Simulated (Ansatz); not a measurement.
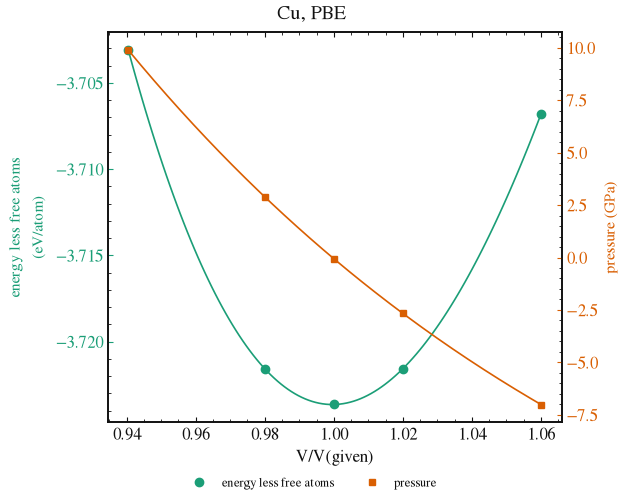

The figure shows the energy less free atoms and pressure against V/V(given) for Cu, space group Im-3m (No. 229).

Cell as given: a = 2.499 Å, b = 2.499 Å, c = 2.499 Å, α = 109.47°, β = 109.47°, γ = 109.47°; 1 atom.

Calculation (Ansatz 0.2.0): periodic Kohn-Sham DFT of a crystal at fixed atoms, scaled to the stated factor times the given cell; pressure positive in compression, energy less spherical unpolarised free atoms. Level: PBE.

method all-electron LAPW; relativity scalar; k mesh 16×16×16; occupations Fermi–Dirac; smearing width 0.08 eV; basis error target 0.25 (meV/atom); nucleus Gaussian.

V(given) is 12.01 Å³/atom.

Q: What equilibrium volume and bulk modulus follow from the curve?

A: A third-order Birch–Murnaghan fit gives V0 = 12.00 Å³/atom, B0 = 139 GPa and B′ = 5.1.

Q: How does the pressure vary with V/V(given)?

A: It falls from 9.9 GPa at V/V(given) 0.941 to −7.0 GPa at 1.060, and changes sign near 1.000.
